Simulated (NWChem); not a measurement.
# Single-point calculation of C2H2Cl2

C2H2Cl2 (cis-1,2-Dichloroethene), multiplicity 3, computed with MP2/6-311+G**, UHF (NWChem 7.3.0).

The geometry is that of the parent species in another charge or spin state. The geometry comes from this level: PBE0-D4/def2-TZVP.

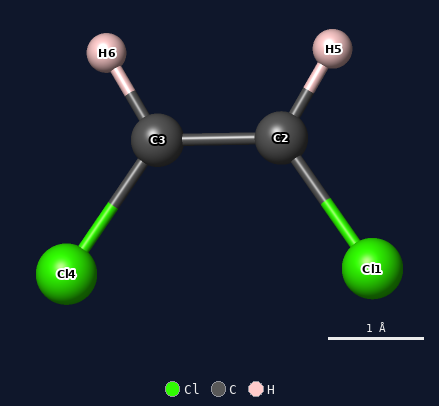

**Figure 1.** The structure (ball-and-stick view, seen at a tilt; atoms are numbered from 1 in the order of the input). Bond lengths as drawn: C–C 1.32 Å, C–Cl 1.71 Å and C–H 1.08 Å.

## Input
```python
from ase.io import read
from ase.calculators.nwchem import NWChem

molecule = read('c2h2cl2.xyz')

calc = NWChem(
    label='c2h2cl2',
    theory='mp2',
    memory='2200 mb',
    basis='6-311+G**',
    basispar='spherical bse',
    scf={'nopen': '2', 'uhf': None, 'thresh': '1e-08', 'maxiter': '80'},
    mp2={'freeze': 'core 12', 'tight': None},
    task='energy',
)
molecule.calc = calc

print(f"energy = {molecule.get_potential_energy():.6f} eV")
```

## File c2h2cl2.xyz
```
6
C2H2Cl2
Cl     0.715370    -1.874620    -0.448160
C      0.641760    -0.223420    -0.028920
C     -0.475600     0.475660     0.100770
Cl    -2.046720    -0.146510    -0.127570
H      1.602850     0.246110     0.133560
H     -0.437660     1.522780     0.370320
```

## File c2h2cl2.nwi
```
title "c2h2cl2"

permanent_dir c2h2cl2

scratch_dir c2h2cl2

start c2h2cl2

geometry units angstrom nocenter noautosym noautoz
  Cl 7.1536999999999995e-01 -1.8746200000000000e+00 -4.4816000000000000e-01
  C  6.4176000000000000e-01 -2.2342000000000001e-01 -2.8920000000000001e-02
  C  -4.7560000000000002e-01 4.7566000000000003e-01 1.0077000000000000e-01
  Cl -2.0467200000000001e+00 -1.4651000000000000e-01 -1.2756999999999999e-01
  H  1.6028500000000001e+00 2.4611000000000000e-01 1.3356000000000001e-01
  H  -4.3765999999999999e-01 1.5227800000000000e+00 3.7031999999999998e-01
end

memory 2200 mb

basis spherical bse noprint
   * library 6-311+G**
end

scf
  nopen 2
  uhf
  thresh 1e-08
  maxiter 80
end
mp2
  freeze core 12
  tight
end

task mp2 energy
```

Launched with:
```bash
export ASE_NWCHEM_COMMAND="nwchem PREFIX.nwi > PREFIX.nwo"
python run.py
```

## Log
```
energy = -27110.524679 eV
```

## Summary

- outcome: converged
- total energy: −996.293414 hartree
- SCF energy: −995.778664 hartree
- correlation energy: −0.514750 hartree
- basis functions: 116
- ⟨S²⟩: 2.029
- hardware: 1 thread of Intel Xeon @ 2.90GHz (Ice Lake), 12 GiB of memory available, shared host
- wall time: 59 s
- peak memory: 0.39 GiB
